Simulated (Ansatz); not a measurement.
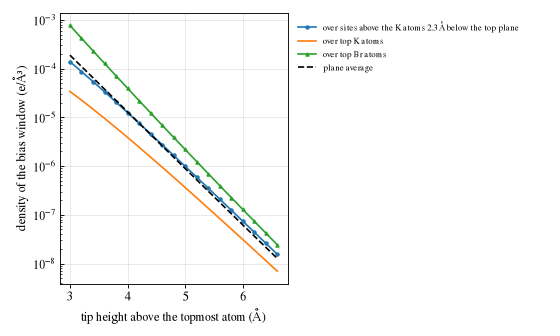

Approach curves over KBr(110) (Fm-3m bulk, 5 atomic planes (those closer than 0.6 Å count as one), 10 Å, KBr-terminated) at a sample bias of −3.05 V.

The STM signal is simulated in the Tersoff–Hamann approximation. Zero bias is put in the middle of the gap by convention. Bias windows are sharp sums over the levels of the k mesh.

The calculation used Ansatz, DFT PBE, scalar-relativistic, plane waves, PAW. Cutoff 420 eV, 13 × 9 k-points, Gaussian smearing 0.05 eV, dipole correction. The slab is a cut without reconstruction beyond its cell, at the source's lattice constants, with its lower half held fixed and the rest relaxed. Relaxation changes the spacing of inner planes by up to 5 %, all the same way; the held half keeps the source's spacing. No spin polarisation. The semilocal functional makes this wide gap too small, and with it the biases at which current sets in. The run warns that the functional's potential is rough in the thin density of the vacuum, where the tip is; weak contrasts and barriers may feel it.

**Estimate the decay constant and the apparent barrier, and compare with the vacuum level, which the run puts 3.72 eV above zero bias.**

Near 4 Å the plane average falls as exp(−2.68 z/Å), a factor of 15 per ångström, which gives an apparent barrier of 6.8 eV (0.952 eV Å² times the slope squared). The highest filled states lie 5.58 eV under the vacuum level. The apparent barrier is above 5.58 eV. At 4 Å the 0.24 eV of states nearest the highest filled state carry 4 % of the density, so deeper states, or ones away from the zone centre, set the barrier.
